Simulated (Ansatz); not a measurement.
Consider Cu (slab).

Input

```
crystal:
  lattice:
    - [2.5102290732, 0.0, 0.0]
    - [0.0, 2.5102290732, 0.0]
    - [0.0, 0.0, 29.2]
  atoms:
    - { symbol: Cu, position: [0.0, 0.0, 0.2568493151] }
    - { symbol: Cu, position: [0.5, 0.5, 0.3176369863] }
    - { symbol: Cu, position: [0.0, 0.0, 0.3784246575] }
    - { symbol: Cu, position: [0.5, 0.5, 0.4392123288] }
    - { symbol: Cu, position: [0.0, 0.0, 0.5] }
    - { symbol: Cu, position: [0.5, 0.5, 0.5607876712] }
    - { symbol: Cu, position: [0.0, 0.0, 0.6215753425] }
    - { symbol: Cu, position: [0.5, 0.5, 0.6823630137] }
    - { symbol: Cu, position: [0.0, 0.0, 0.7431506849] }
scf:
  occupations: { method: gaussian, width: 0.1 }
output:
  forces: true
  stress: false
  write_density: true
  write_potential: true
  elf: true
  volumetric_format: npy
hamiltonian:
  xc: pbe
efield:
  axis: 3
  dipole_correction: true
kpoints:
  mp_grid: { grid: [16, 16, 1] }
relax:
  f_tol: 0.005
```

Launched as:

```sh
ansatz run input.yaml --threads 8 --pin off --max-ram 20480MiB --backend cpu --events-out ev --progress --plain --runs-dir out
```

The fields are those of the relaxed geometry.

Computed without spin polarisation.

The calculation used Ansatz, DFT PBE, scalar-relativistic, plane waves, PAW.

**What can the converged valence pseudo-density and electron localisation function tell about the bonding?**

Cu–Cu (2.51 Å): the density is about 0.32 e/Å³ at the midpoint; the ELF is about 0.20 at the midpoint; no localised pair shows between them.

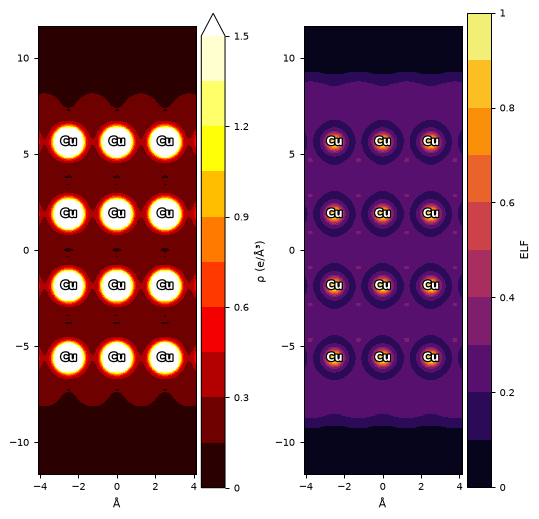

Computed valence pseudo-density and electron localisation function on the (010) plane of the calculation cell, a cut from vacuum to vacuum, in this order. 

Core electrons are frozen (PAW), and the valence fields are smoothed inside the atomic spheres.
